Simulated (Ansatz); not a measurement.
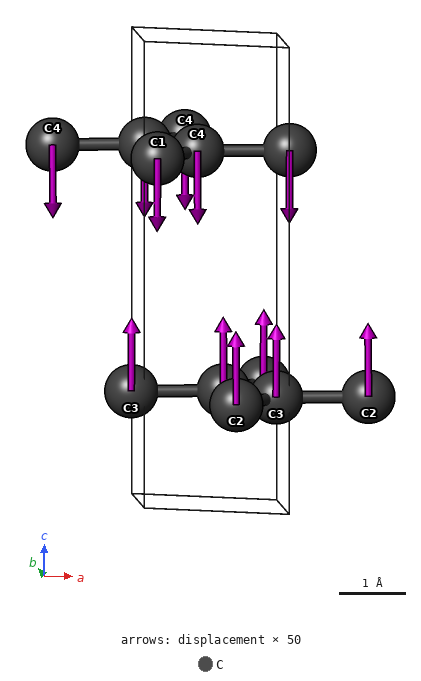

This is a relaxation of crystalline C (set up in Cmme). The starting structure is drawn; purple arrows show the displacements (the part carried along by the change of the cell is left out), 50 times their true length.

The picture is a ball-and-stick view of the cell of the calculation, seen from a free direction.

Computed with Ansatz, DFT r2SCAN, scalar-relativistic, plane waves, PAW. Set-up: plane-wave cutoff 500 eV; k-point mesh 18 × 18 × 6; occupations gaussian; smearing width 0.1 eV; no spin polarisation; cell and atoms relaxed; force threshold 0.005 eV/Å; at most 80 steps.

What did the optimiser do to the structure, and how much energy did it gain?

Answer. The largest moves relative to the cell, 0.023 Å, are those of C1, C2, C3 and C4. C1 goes along −c. Cell: a = b unchanged at 2.456 Å, c 7.173 → 7.116 Å (−0.8 %). Volume −0.8 %. The space group (tolerance 0.01 Å) goes from Cmme (No. 67) to Fmmm (No. 69). Over 4 accepted moves (6 points after the start) the energy falls by 0.1 meV per atom. The largest force component goes from 0.022 to 0.00019 eV/Å. The pressure goes from −0.12 to 0.00 GPa. The line search rejected the trial step at point 1 of the run. The SCF was repeated once at an unchanged geometry on a basis and grid sized afresh for the cell, which shifted the energy by less than 0.05 meV per atom at most. The run took 2 min on 1 thread of Arm Neoverse V2, with other jobs on the host, peak memory 0.55 GiB.

Limits of the set-up: layers or molecules are held without a dispersion correction, so their spacing is unreliable.
